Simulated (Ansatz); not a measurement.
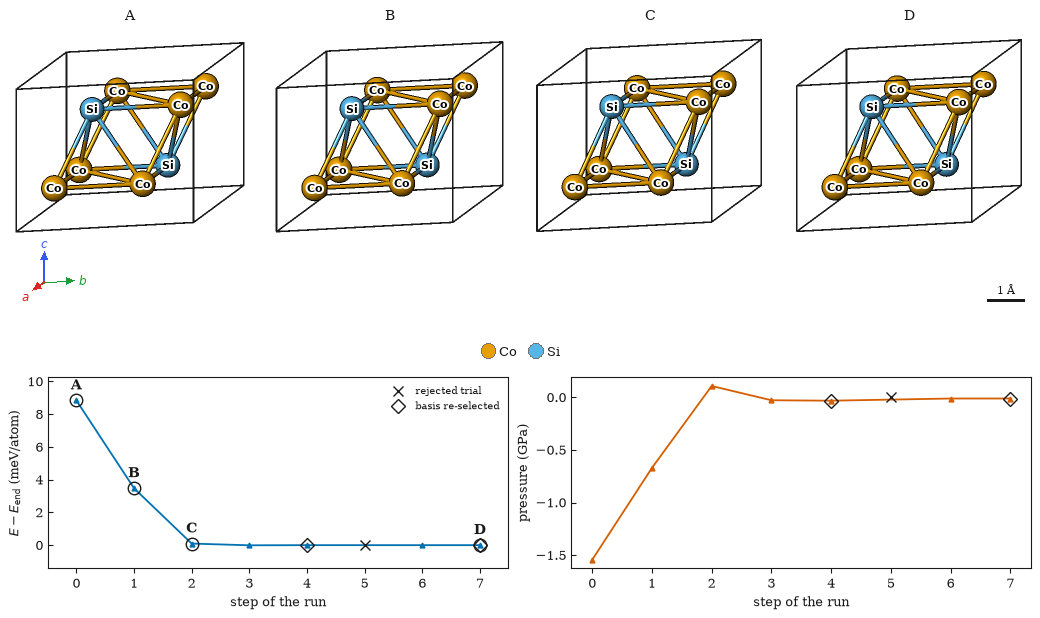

Frames of a relaxation of solid Co3Si (set up in P6_3/mmc), marked on the history of the run. A ball-and-stick model of the cell of the calculation, seen slightly off an axis.

The calculation used DFT r2SCAN, scalar-relativistic, plane waves, PAW (Ansatz).

Input
```yaml
crystal:
  lattice:
    - [4.976470242, 0.0, 0.0]
    - [-2.488235121, 4.3097496507, 0.0]
    - [0.0, 0.0, 3.972794]
  atoms:
    - { symbol: Co, position: [0.167472, 0.334944, 0.75], spin: 1.55 }
    - { symbol: Co, position: [0.665056, 0.832528, 0.75], spin: 1.55 }
    - { symbol: Co, position: [0.167472, 0.832528, 0.75], spin: 1.55 }
    - { symbol: Co, position: [0.832528, 0.665056, 0.25], spin: 1.55 }
    - { symbol: Co, position: [0.334944, 0.167472, 0.25], spin: 1.55 }
    - { symbol: Co, position: [0.832528, 0.167472, 0.25], spin: 1.55 }
    - { symbol: Si, position: [0.66666667, 0.33333333, 0.75] }
    - { symbol: Si, position: [0.33333333, 0.66666667, 0.25] }
basis:
  ecutwfc: 500
kpoints:
  mp_grid: { grid: [12, 12, 10] }
hamiltonian:
  xc: r2scan
scf:
  occupations: { method: gaussian, width: 0.1 }
output:
  forces: true
  stress: true
  eigenvalues: true
  populations: true
  write_density: true
  write_potential: true
  elf: true
  volumetric_format: npy
magnetization:
  spin_polarized: true
relax:
  adjacent_minimum: "off"
  f_tol: 0.005
  max_steps: 80
  cell: { stress_tol: 0.05 }
```

Command:
```bash
ansatz run input.yaml --threads 2 --pin off --max-ram 5120MiB --backend cpu --events-out ev --progress --plain --runs-dir out
```

What happens along the run?

The largest moves relative to the cell, 0.012 Å, are those of Co1, Co2, Co3, Co4, Co5 and Co6. Co1 goes along [1 2 0]. Si stays in place. Cell: a = b 4.976 → 4.909 Å (−1.4 %), c 3.973 → 4.058 Å (+2.1 %). Volume −0.6 %. Some distances before and after: Co1–Co2 2.476 → 2.422 Å, Co1–Si7 2.488 → 2.455 Å, Co1–Co5 2.456 → 2.486 Å, Co1–Si8 2.447 → 2.464 Å. The space group stays P6_3/mmc (No. 194). Over 4 accepted moves (7 points after the start) the energy falls by 8.8 meV per atom. The largest force component goes from 0.29 to 0.0012 eV/Å. Pressure: −1.54 GPa at the start and −0.01 GPa at the end. The line search rejected the trial step at point 5 of the run. At 2 points the geometry stayed and the basis and grid were re-selected for the new cell (energy shift of less than 0.05 meV per atom at most each time). Cost: 8 min on 2 threads of Intel(R) Xeon(R) 6975P-C (Granite Rapids), with other jobs on the host, peak memory 1.6 GiB. From step 0 to 1: volume −0.4 %, energy −5.4 meV per atom. From step 1 to 2: volume −0.2 %, energy −3.4 meV per atom. From step 2 to 7: energy −0.1 meV per atom.

```tsv
step	E − E(0), meV/atom	largest force component, eV/Å	pressure, GPa	volume, Å³/atom	note
0	0.00	0.2919	-1.54	10.651	
1	-5.36	0.1718	-0.67	10.607	
2	-8.74	0.0330	0.11	10.583	
3	-8.85	0.0030	-0.03	10.586	
4	-8.84	0.0029	-0.03	10.586	same geometry, new basis
5	-8.84	0.0077	0.00	10.585	rejected
6	-8.84	0.0012	-0.01	10.585	
7	-8.84	0.0012	-0.01	10.585	same geometry, new basis
```
